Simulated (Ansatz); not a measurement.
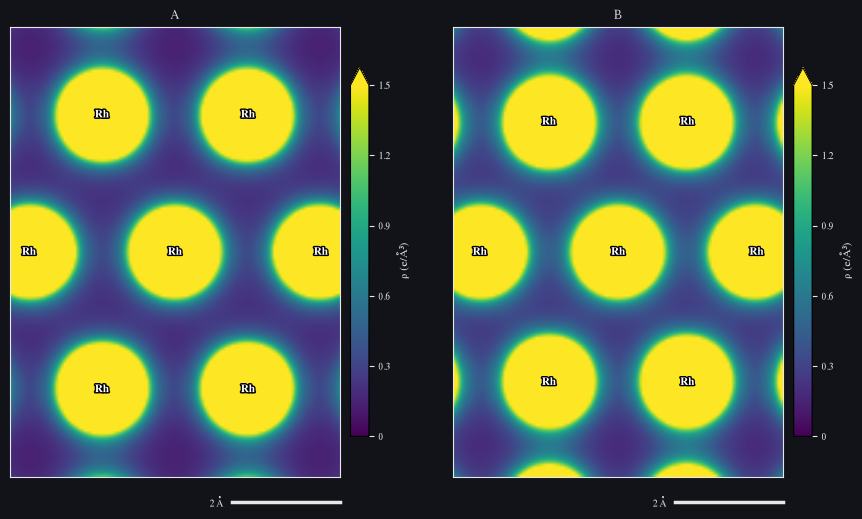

Rh. The valence pseudo-density of two cells that differ in size, on the (110) plane of each (indices in the axes of the calculation cell), at one length scale and on one colour scale: A has 15.2 Å³ an atom and B 13.0.

Theory: Ansatz, DFT, r2SCAN, plane waves (500 eV) with PAW, scalar-relativistic.

In a PAW calculation such maps are meaningful between the atoms, not at the nuclei.

> What does the compression do to the bonding and the properties?

From the larger cell to the smaller, Rh–Rh goes from 2.71 to 2.57 Å, and the density at its midpoint from 0.32 to 0.46 e/Å³; the pressure goes from −16 to 27 GPa.
